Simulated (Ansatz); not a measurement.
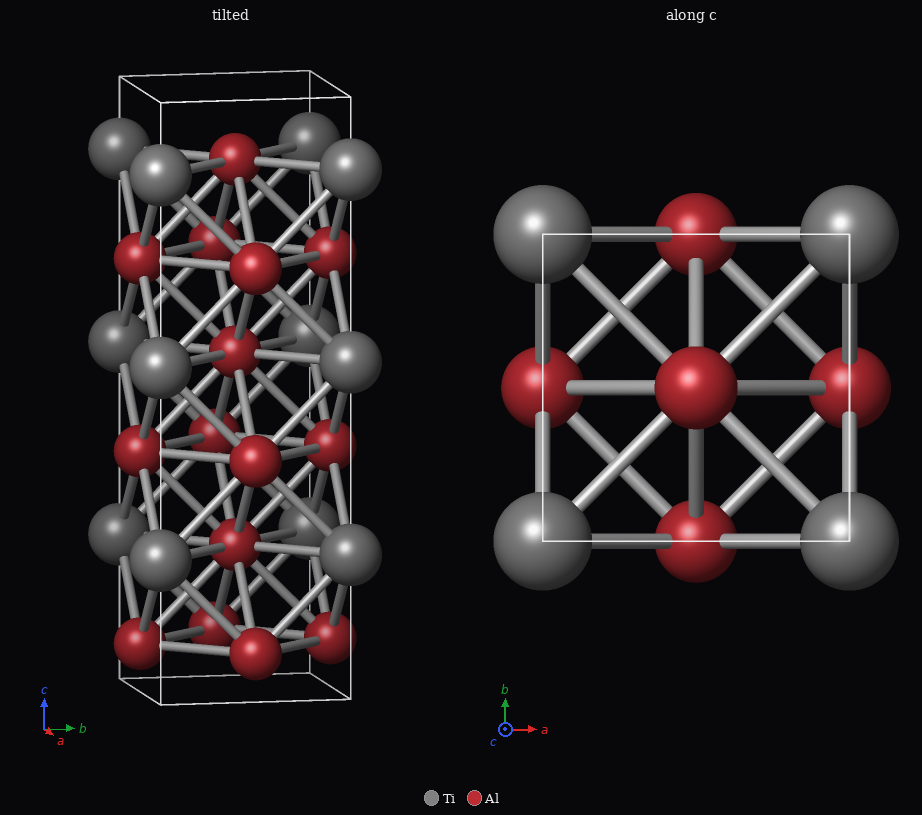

Shown here is a ball-and-stick view of the crystal, taken slightly off an axis and along the c axis. The lines enclose the conventional unit cell; boundary atoms appear with their images.

Characterise what is shown.

- The formula is TiAl3.
- The space group is P4mm (No. 99); the lattice is primitive tetragonal.
- The cell comprises 3 formula units: 3 Ti, 9 Al.
- Neighbours within bonding distance: Ti 8 to 12 (mean 10.7) and Al 8 to 12 (mean 10.7).

Origin of the cell: a structure listed in the Materials Project. The cell was then strained or its atoms displaced on purpose. Ansatz was used for an electronic-structure calculation on it.

At this level of theory the run's own cell isn't at rest (forces up to 1.0 eV/Å), so its distances can differ from those at equilibrium, the more so the softer the solid.
